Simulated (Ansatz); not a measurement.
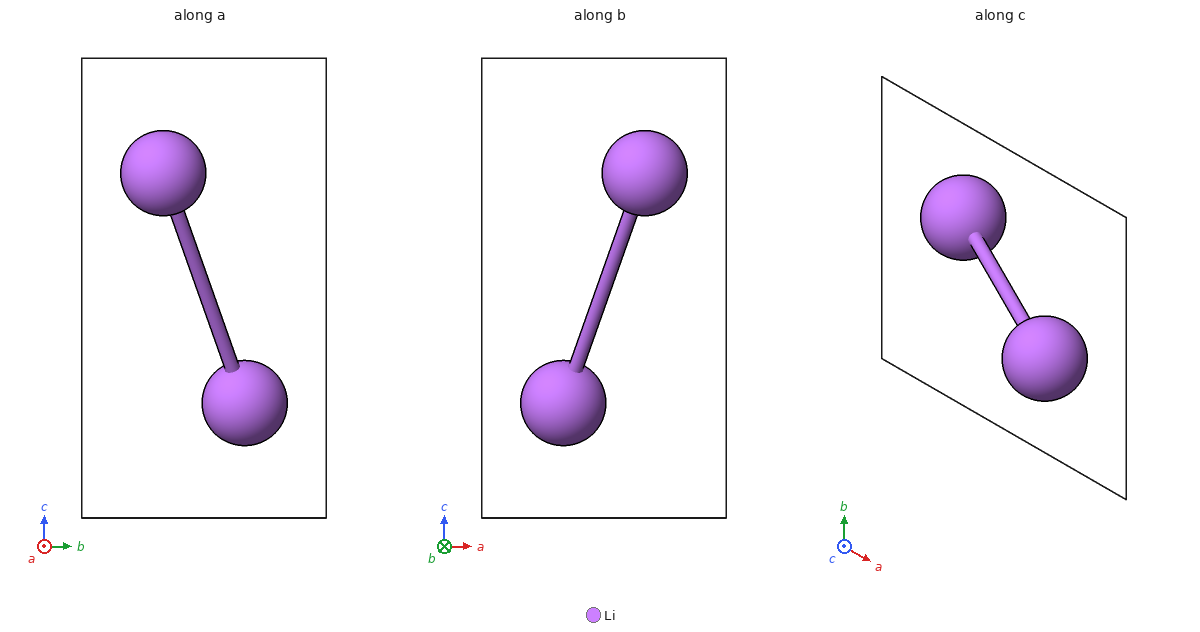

An orthographic ball-and-stick view of the structure, along the a axis, along the b axis and along the c axis. The conventional unit cell is outlined; an atom on or near a face, edge or corner is repeated at each equivalent position.

Lattice parameters: a = 3.059 Å, b = 3.059 Å, c = 4.988 Å, α = 90.00°, β = 90.00°, γ = 120.00°. Put a along x and b in the xy plane.

Q: Reconstruct the structure as a POSCAR file.

A:
```
Li
1.0
     3.059    0.000    0.000
    -1.530    2.649    0.000
     0.000    0.000    4.988
Li
2
Direct
  0.3333 0.6667 0.2500
  0.6667 0.3333 0.7500
```

It derives from a random cell made by a generator, so it need not be a real form of the element. Earlier steps of the study may have refined or changed the cell and positions. It was the input of a calculation with Ansatz.
